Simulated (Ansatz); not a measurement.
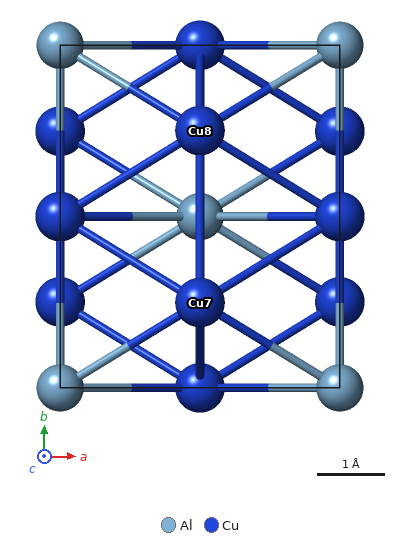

Figure 1. The input geometry (ball-and-stick view of the cell of the calculation, along the c axis; atoms are numbered from 1 in the order of the input). An atom can appear more than once, as a periodic image. Near neighbours in the periodic cell (some may lie outside the picture): Al has 12 Cu at 2.57 to 2.59 Å; Cu has 4 Al at 2.57 to 2.59 Å and 8 Cu at 2.56 to 2.59 Å.

## Single-point calculation of AlCu$_{3}$

AlCu$_{3}$ (Pmmn, 8 atoms in the cell), computed with DFT r2SCAN, scalar-relativistic, plane waves, PAW, no spin polarisation (Ansatz 0.2.0).

The structure derives from a Materials Project entry. Figures and captions count atoms from 1; the log counts them from 0 in places.

**Input**
```yaml
crystal:
  lattice:
    - [4.1881747667, 0.0, 0.0]
    - [0.0, 5.1299665431, 0.0]
    - [0.0, 0.0, 4.485072289]
  atoms:
    - { symbol: Al, position: [0.0, 0.0, 0.6644633989] }
    - { symbol: Al, position: [0.5, 0.5, 0.3355366011] }
    - { symbol: Cu, position: [0.0, 0.5, 0.6671697459] }
    - { symbol: Cu, position: [0.5, 0.0, 0.3328302541] }
    - { symbol: Cu, position: [0.0, 0.2509049982, 0.1638238795] }
    - { symbol: Cu, position: [0.0, 0.7490950018, 0.1638238795] }
    - { symbol: Cu, position: [0.5, 0.2490950018, 0.8361761205] }
    - { symbol: Cu, position: [0.5, 0.7509049982, 0.8361761205] }
basis:
  ecutwfc: 500
kpoints:
  mp_grid: { grid: [10, 8, 10] }
hamiltonian:
  xc: r2scan
scf:
  occupations: { method: gaussian, width: 0.15 }
output:
  forces: true
  stress: true
  eigenvalues: true
  write_density: true
  write_potential: true
  elf: true
  volumetric_format: npy
```

Run as:
```bash
ansatz run input.yaml --threads 2 --pin off --max-ram 5120MiB --backend cpu --events-out ev --progress --plain --runs-dir out
```

**The program's output**
```
Engine: ansatz 0.2.0, x86_64-unknown-linux-gnu
Pseudopotentials: kind: paw
Pseudopotential: Al, paw, valence charge 3, recommended cutoff 500 eV (meta_gga), Al.paw.azcp
Pseudopotential: Cu, paw, valence charge 19, recommended cutoff 500 eV (meta_gga), Cu.paw.azcp
Functional definition: r2SCAN
  parameter k0 = 0.174
  parameter k1 = 0.065
  parameter a1 = 4.9479
  exchange = r2scan_x(k0 = k0, k1 = k1, a1 = a1)
  correlation = r2scan_c
Crystal: 8 atoms, lattice volume = 96.363 Å³
Basis set: ecut = 500 eV, 2441 PW (Γ), exchange–correlation on 128×160×144 points (64 copies of the dense FFT grid, shifted against one another)
Bands: 72, of which v1, the nominal top of the filled ones, is band 60 counted from 1 (59 counted from 0)
Symmetry: 8 space group operations
Space group: Pmmn (ITA 59), of the structure as read, at distance tolerance 4.6e-5 Å
k-points: 180 of 800
Non-local potential: Al, projectors of the file, l = 0: 2, l = 1: 2, l = 2: 1
Non-local potential: Cu, projectors of the file, l = 0: 3, l = 1: 2, l = 2: 3, l = 3: 1
PAW form: soft (Blöchl's): semilocal exchange-correlation on the pseudo side does not see the compensation charge
PAW frozen core: Al, regenerated for the run's functional (the file was generated under x = pbe(κ = 0.804, μ = 0.2195149727645171), c = pbe(β = 0.06672455060314922))
PAW frozen core: Cu, regenerated for the run's functional (the file was generated under x = pbe(κ = 0.804, μ = 0.2195149727645171), c = pbe(β = 0.06672455060314922))
PAW one-centre angular grid: Al, 302 points (default); XC on 160 Gauss nodes
PAW one-centre angular grid: Cu, 590 points (default); XC on 160 Gauss nodes
Initial density: superposition of atomic densities (neutral atoms: chi_scale 0, normalization atom), corrected by the library's trained network
Initial wavefunctions: pseudopotential atomic-orbital guess
Functional: x = r2scan, c = r2scan; τ floored in thin density (d = 2e-4 eV/Å³)
SCF iter   1: F=—  HF=-40869.987226 eV  |F-HF|=—  |Δ(HF+E_count)|=         —  Δρ=3.65e-2  dr2=7.81e-1  dr2_τ=1.56e-2  ethr=1.77e-3  ⟨swp⟩=5.2  Hψ=46826  notcnv=0  defer=105
preconditioner: auto → Kerker (q_TF=auto, 2.830 Å⁻¹)  [metal: Δε(μ)=0.014 eV  Ē_g=9.491 eV  σ=0.150 eV  W_gap=0.05  n_scr=34 (ndim 8)  ℏωp=32.1 eV  f_vac=0.000  D(μ)=2.38/eV (n_scr^D=18)]
SCF iter   2: F=—  HF=-40869.952362 eV  |F-HF|=—  |Δ(HF+E_count)|=   3.49e-2  Δρ=1.45e-2  dr2=8.50e-2  dr2_τ=6.70e-3  ethr=6.51e-4  ⟨swp⟩=2.0  Hψ=22160  notcnv=0  defer=885
SCF iter   3: F=—  HF=-40869.890261 eV  |F-HF|=—  |Δ(HF+E_count)|=   6.21e-2  Δρ=7.59e-3  dr2=4.88e-2  dr2_τ=2.11e-4  ethr=7.08e-5  ⟨swp⟩=2.0  Hψ=23473  notcnv=0  defer=885
SCF iter   4: F=—  HF=-40869.877866 eV  |F-HF|=—  |Δ(HF+E_count)|=   1.24e-2  Δρ=1.37e-3  dr2=2.43e-3  dr2_τ=3.74e-5  ethr=4.07e-5  ⟨swp⟩=1.2  Hψ=15194  notcnv=0  defer=875
SCF iter   5: F=—  HF=-40869.879668 eV  |F-HF|=—  |Δ(HF+E_count)|=   1.80e-3  Δρ=3.16e-3  dr2=6.35e-3  dr2_τ=3.29e-5  ethr=2.02e-6  ⟨swp⟩=2.0  Hψ=21940  notcnv=0  defer=875
SCF iter   6: F=—  HF=-40869.878454 eV  |F-HF|=—  |Δ(HF+E_count)|=   1.21e-3  Δρ=5.10e-4  dr2=3.04e-4  dr2_τ=2.78e-6  ethr=2.02e-6  ⟨swp⟩=2.0  Hψ=18163  notcnv=0  defer=875
SCF iter   7: F=—  HF=-40869.878380 eV  |F-HF|=—  |Δ(HF+E_count)|=   7.38e-5  Δρ=2.27e-4  dr2=3.66e-5  dr2_τ=1.71e-7  ethr=2.54e-7  ⟨swp⟩=2.0  Hψ=18511  notcnv=0  defer=875
SCF iter   8: F=—  HF=-40869.878379 eV  |F-HF|=—  |Δ(HF+E_count)|=   1.31e-6  Δρ=3.32e-5  dr2=5.77e-7  dr2_τ=9.42e-9  ethr=3.05e-8  ⟨swp⟩=2.0  Hψ=18253  notcnv=0  defer=875
SCF iter   9: F=-40869.878379 eV  HF=-40869.878379 eV  |F-HF|=9.79e-9  |Δ(HF+E_count)|=   2.26e-8  Δρ=5.53e-6  dr2=1.95e-8  dr2_τ=2.97e-10  ethr=8.33e-11  ⟨swp⟩=11.8  Hψ=88765  notcnv=0
SCF 1 converged in 9 iterations: F = -40869.878379 eV  dr2 = 1.95e-8
  greatest PAW one-centre occupation: 1.000 electrons in one spin orbital (limit 2), on the Cu atom at site 3 (counted from 0), in its partial waves of l = 0
SCF converged after 9 iterations
Free energy (F): -40869.878379 eV
Harris-Foulkes:  -40869.878379 eV  (|F-HF|=9.79e-9)
Internal energy: -40869.851367 eV  (E = F + TS)
E sigma→0 (E₀):  -40869.864873 eV
Entropy (-TS):   -0.027012 eV (-3.377 meV/atom)
Fermi energy:    15.243822 eV
--- Per-component energies (eV) ---
  E_band       = -2470.890089
  E_kinetic    = 1848.551876
  E_local      = -27930.225883  (includes V_loc(G=0)·N_el)
  E_nonlocal   = 2379.732895
  E_hartree    = 12463.953799
  E_xc         = -580.688272
  E_vxc        = -818.538687  (∫ρ·V_xc dr)
  E_paw        = -11005.524556  (= ΣΔE_a)
  E_vpaw       = -2936.127250  (= ΣTr[D̂ρ^β])
  E_aug_tail   = 0.000845  (compensation charges beyond the density's cutoff)
  E_vtau       = 57.794430  (kinetic-family band-sum trace: ∫τ·v_τ [+ j·A + Jᵃ·Aᵃ] dr)
  E_ewald      = -18043.725205
  E_core_change = -1.926864  (= ΣΔE_core)
  E_smearing   = -0.027012  (= −TS)
  E_closure    = 0.000000  (closes the sum)
  Σ components = -40869.878379   (vs F -40869.878379, Δ=0.00e0)
--- Forces (eV/Å), atoms counted from 1 ---
  atom   1  Al     0.00000000     0.00000000     0.00228606
  atom   2  Al     0.00000000     0.00000000    -0.00228606
  atom   3  Cu     0.00000000     0.00000000    -0.00023857
  atom   4  Cu     0.00000000     0.00000000     0.00023857
  atom   5  Cu     0.00000000    -0.00146309     0.00174179
  atom   6  Cu     0.00000000     0.00146309     0.00174179
  atom   7  Cu     0.00000000     0.00146309    -0.00174179
  atom   8  Cu     0.00000000    -0.00146309    -0.00174179
  max |Σ_I F_I| component: 2.17e-19 eV/Å
--- Stress (GPa, compression-positive) ---
       -0.021949       0.000000       0.000000
        0.000000       0.296974       0.000000
        0.000000       0.000000      -0.286776
  P = ⅓ Tr σ = -0.0039 GPa (-0.039 kbar)
--- Band table (eV; the first three rows and the last of 180) ---
  k-point 0: bands = ["-101.7710", "-101.7679", "-101.7568", "-101.7554", "-101.7553", "-101.7509", "-57.6196", "-57.6195", "-57.6185", "-57.6114", "-57.5989", "-57.5975", "-57.5921", "-57.5891", "-57.5806", "-57.5755", "-57.5714", "-57.5640", "-57.5557", "-57.5488", "-57.5347", "-57.5277", "-57.5214", "-57.5204", "4.0849", "8.6580", "9.1101", "9.9049", "10.1812", "10.3071", "10.4235", "10.4556", "10.6001", "10.6372", "10.7343", "10.9312", "11.1025", "11.2529", "11.4338", "11.4649", "11.5309", "11.7400", "11.7612", "11.8276", "11.9032", "12.1118", "12.2054", "12.2829", "12.4212", "12.4616", "12.5126", "12.5808", "12.6144", "12.6521", "12.7437", "12.8707", "12.9898", "13.5368", "13.9678", "14.9296", "17.0845", "18.6563", "19.0674", "19.4164", "19.5811", "19.8853", "20.0042", "21.2647", "21.3372", "21.8391", "22.1200", "23.0871"]
  k-point 1: bands = ["-101.7709", "-101.7679", "-101.7570", "-101.7554", "-101.7552", "-101.7509", "-57.6212", "-57.6192", "-57.6181", "-57.6108", "-57.5986", "-57.5977", "-57.5920", "-57.5888", "-57.5802", "-57.5746", "-57.5713", "-57.5643", "-57.5558", "-57.5485", "-57.5352", "-57.5284", "-57.5215", "-57.5204", "4.1648", "8.6111", "9.1623", "9.6593", "10.1519", "10.3251", "10.4295", "10.5637", "10.6330", "10.6383", "10.6992", "10.9132", "11.0906", "11.2446", "11.4445", "11.4510", "11.5500", "11.7469", "11.7591", "11.8029", "11.9471", "12.0795", "12.1097", "12.2025", "12.2801", "12.4122", "12.4687", "12.6230", "12.6875", "12.7445", "12.8807", "12.9858", "13.0592", "13.2100", "13.9556", "15.6085", "17.1069", "17.7983", "18.1192", "19.8558", "19.9663", "20.2479", "20.3554", "20.8261", "21.4476", "21.7334", "22.0221", "23.7733"]
  k-point 2: bands = ["-101.7705", "-101.7679", "-101.7576", "-101.7554", "-101.7549", "-101.7509", "-57.6235", "-57.6186", "-57.6185", "-57.6093", "-57.5984", "-57.5982", "-57.5920", "-57.5880", "-57.5789", "-57.5725", "-57.5712", "-57.5651", "-57.5558", "-57.5478", "-57.5368", "-57.5302", "-57.5215", "-57.5203", "4.4027", "8.3192", "9.3130", "9.3296", "10.1179", "10.2322", "10.4912", "10.5627", "10.6204", "10.6827", "10.8704", "10.8726", "11.0462", "11.2457", "11.4036", "11.4905", "11.5547", "11.7162", "11.7403", "11.7788", "11.8037", "12.0391", "12.1120", "12.1903", "12.2743", "12.3872", "12.3995", "12.6447", "12.6619", "12.7465", "12.9071", "12.9629", "12.9709", "13.6807", "13.9243", "16.6786", "16.7927", "17.0587", "17.3165", "19.1178", "20.2062", "20.4051", "20.5095", "20.9434", "21.3549", "22.5802", "22.7639", "24.4987"]
  k-point 179: bands = ["-101.7679", "-101.7679", "-101.7555", "-101.7555", "-101.7553", "-101.7553", "-57.6330", "-57.6330", "-57.5971", "-57.5971", "-57.5937", "-57.5937", "-57.5828", "-57.5828", "-57.5774", "-57.5774", "-57.5669", "-57.5669", "-57.5542", "-57.5542", "-57.5375", "-57.5375", "-57.5309", "-57.5309", "8.3306", "8.3306", "8.9359", "8.9359", "9.3033", "9.3033", "9.8319", "9.8319", "10.8497", "10.8497", "10.9893", "10.9893", "11.1842", "11.1842", "11.4059", "11.4059", "11.4926", "11.4926", "11.6849", "11.6849", "11.8401", "11.8401", "12.1136", "12.1136", "12.1139", "12.1139", "12.7235", "12.7235", "12.8136", "12.8136", "12.8233", "12.8233", "12.9056", "12.9056", "13.1983", "13.1983", "13.2848", "13.2848", "22.3681", "22.3681", "22.8643", "22.8643", "23.3552", "23.3552", "23.5841", "23.5841", "25.4530", "25.4530"]
```

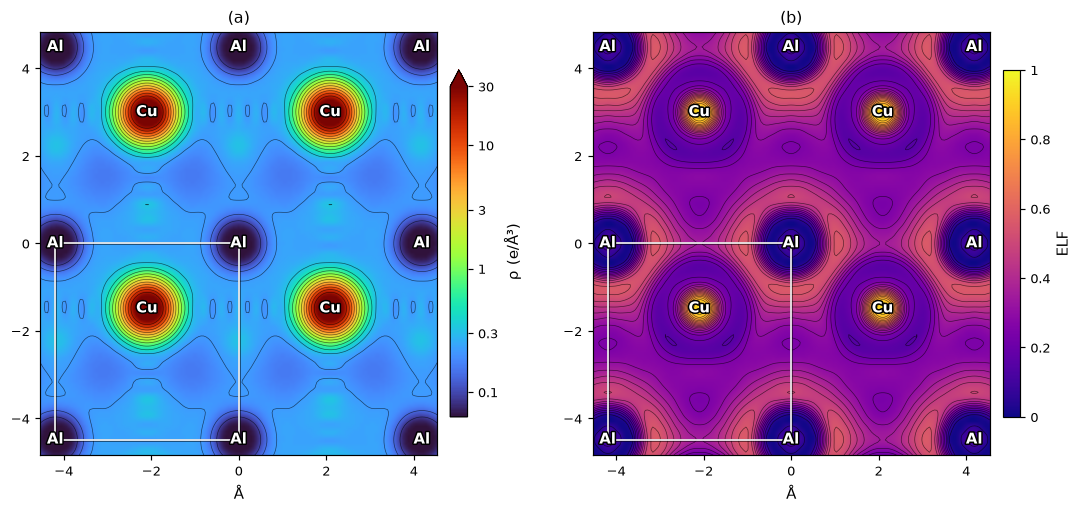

Figure 2. (a) valence electron density; (b) electron localisation function on the (010) plane of the conventional cell. Al–Cu (2.57 Å): the density is about 0.27 e/Å³ at the midpoint; the ELF is about 0.40 at the midpoint, which marks nearly free electrons, as in a simple metal. Away from the nuclei the density in this plane falls to 0.16 e/Å³ at its lowest. The strong features right at Cu lie inside the PAW spheres (semicore, d or f shells) and say nothing about bonding. The fields are those of the smooth PAW valence density.

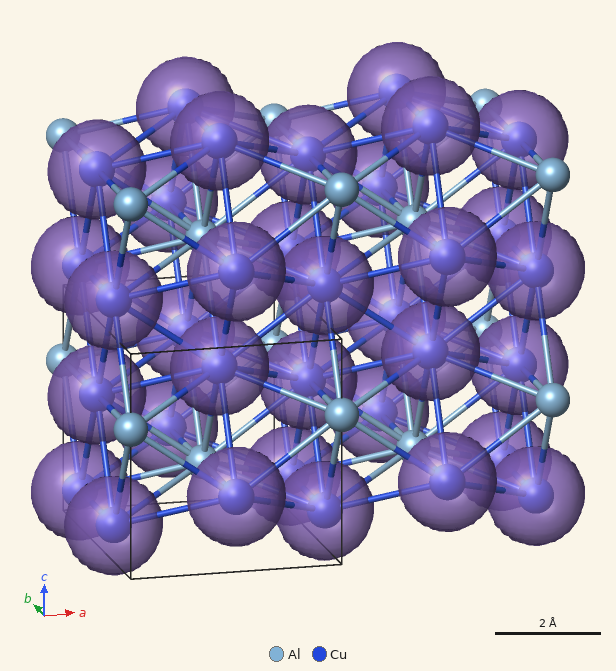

Figure 3. Isosurface of the valence charge density (pseudo) at 0.5 e/Å³ (purple), seen slightly off an axis. Sticks mark near contacts. The outline is the cell set on symmetry axes. At this value the density breaks into separate islands; it holds about 85 % of the electrons treated as valence (semicore included). It is pinched off along the Cu–Cu (2.56 Å) and Al–Cu (2.57 Å) contacts. On the grid the lowest density along these lines, outside the cores, is 0.27 e/Å³ (Cu–Cu, 2.56 Å) and 0.22 e/Å³ (Al–Cu, 2.57 Å).

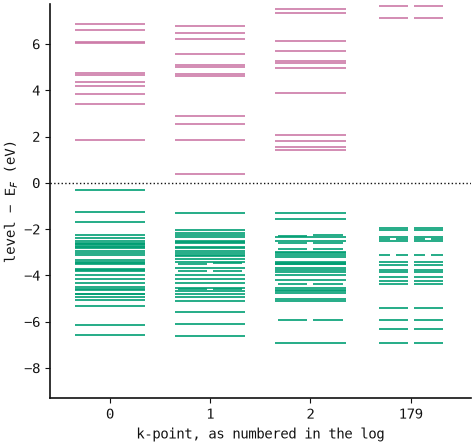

Figure 4. Kohn–Sham levels near the Fermi level (dotted) at the few k-points that the log prints; levels within 0.02 eV of each other stand side by side. The system is metallic on the full mesh.

**Key numbers**

- outcome: converged
- space group (tolerance 0.01 Å): Pmmn (59)
- electrons treated: 120
- free energy: −40869.8784 eV
- Fermi energy: 15.244 eV
- gap on the k-point mesh: none (metallic)
- pressure: 0.00 GPa
- largest force (length of the vector): 0.002 eV/Å
- hardware: 2 threads of Intel Xeon @ 2.50GHz (Skylake/Cascade Lake), 189 GiB of memory available, shared host
- wall time: 3.3 min (CPU time 6.4 min)
- peak memory: 1.3 GiB
